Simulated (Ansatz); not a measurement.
SnSe₂ (space group P-3m1, No. 164). Coordinates: a calculation's input that goes back to an entry of the Crystallography Open Database (an earlier step may have relaxed or displaced it).

```
Sn Se
1.0
     3.81100    0.00000    0.00000
    -1.90550    3.30042    0.00000
     0.00000    0.00000    6.13700
Sn Se
1 2
Direct
  0.00000 0.00000 0.00000
  0.33333 0.66667 0.25000
  0.66667 0.33333 0.75000
```

Describe the stacking along c, with columns A (0, 0), B (1/3, 2/3), C (2/3, 1/3) of the hexagonal mesh.

Sn(A) – Se(B) – Se(C) (three layers in 6.14 Å).

Se layers alone: BC, the hexagonal close-packed type.

Sn: one octahedral site, counted in one hexagonal cell. One of the two gaps between Se layers is empty, 3.07 Å wide.

Polytype symbol 1T, the symbol of a layered MX2 polytype (number of slabs in the repeat and lattice).

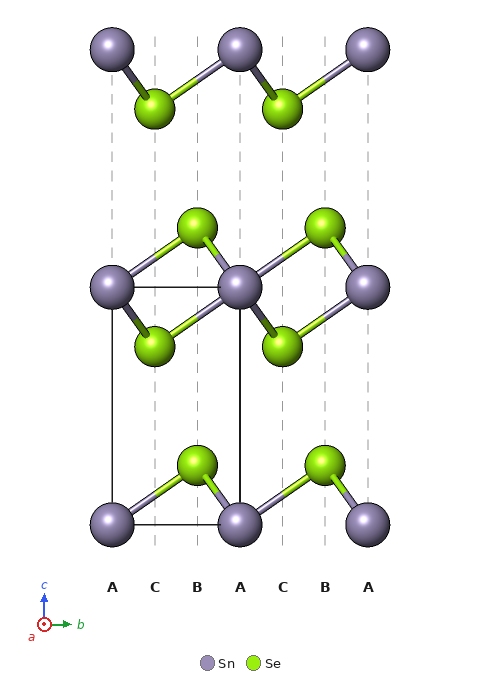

The picture looks along a close-packed row of the hexagonal mesh; c points upwards. The dashed lines mark the three columns A (0, 0), B (1/3, 2/3) and C (2/3, 1/3). The sequence starts with the first layer at or above the cell's origin.
